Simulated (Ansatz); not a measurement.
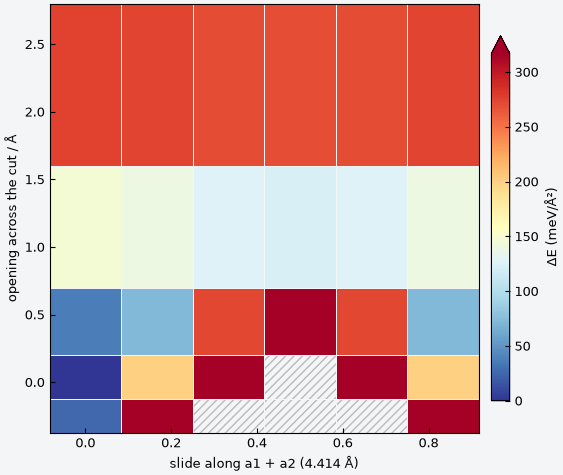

Energy landscape of Pt (Im-3m, No. 229; 6 atoms in the cell). Rigid slide and opening across a plane, one cut a cell; the plane is (0 0 1) of the conventional cell. Coordinates scanned: (1) slide along a1 + a2 (4.414 Å); (2) opening across the cut. Nothing is relaxed (rigid halves). The grid has 6 × 5 points; 17 points were computed and 9 follow by symmetry. At 4 points there is no value (left out of the scan, as a rule where atoms come close). Points are written as (first, second). All energies are given in meV/Å² relative to the lowest grid point. Level of theory: DFT PBEsol, scalar-relativistic, plane waves, PAW in Ansatz 0.2.0. Settings: cutoff 420 eV, k-mesh 14×14×5 in the order of the run's cell vectors, gaussian smearing 0.15 eV, no spin polarisation.

In the figure: one coloured cell a grid point, one colour for all values above the top of the scale, hatched blanks where no value was computed. 

> Summarise what can be read from the map.

The lowest grid point is at (0.000, 0.00 Å). Other grid points that lie below all their neighbours: (0.500, 1.00 Å) (122 meV/Å² higher). The highest grid point, (0.333, 0.00 Å), lies 1380 meV/Å² above the lowest.

The input of one point:

```yaml
crystal:
  lattice:
    - [-3.1208845721, 0.0, 0.0]
    - [0.0, -3.1208845721, 0.0]
    - [0.0, 0.0, 9.3626537164]
  atoms:
    - { symbol: Pt, position: [0.5, 0.5, 0.1666666667] }
    - { symbol: Pt, position: [0.0, 0.0, 0.0] }
    - { symbol: Pt, position: [0.5, 0.5, 0.5] }
    - { symbol: Pt, position: [0.0, 0.0, 0.3333333333] }
    - { symbol: Pt, position: [0.5, 0.5, 0.8333333333] }
    - { symbol: Pt, position: [0.0, 0.0, 0.6666666667] }
basis:
  ecutwfc: 420
kpoints:
  mp_grid: { grid: [14, 14, 5] }
hamiltonian:
  xc: pbesol
  pseudopotentials: { kind: paw, azcp: { folder: soft_1 } }
scf:
  occupations: { method: gaussian, width: 0.15 }
output:
  forces: true
  stress: true
  eigenvalues: true
  write_density: true
  write_potential: true
  elf: true
  volumetric_format: npy
```

Each point was launched as `ansatz run input.yaml --threads 2 --pin off --max-ram 4096MiB --backend cpu --events-out ev --progress --plain --runs-dir out`. Time for the 17 points that were run: 22 min on 2 threads of Arm Neoverse N1, on a shared host.
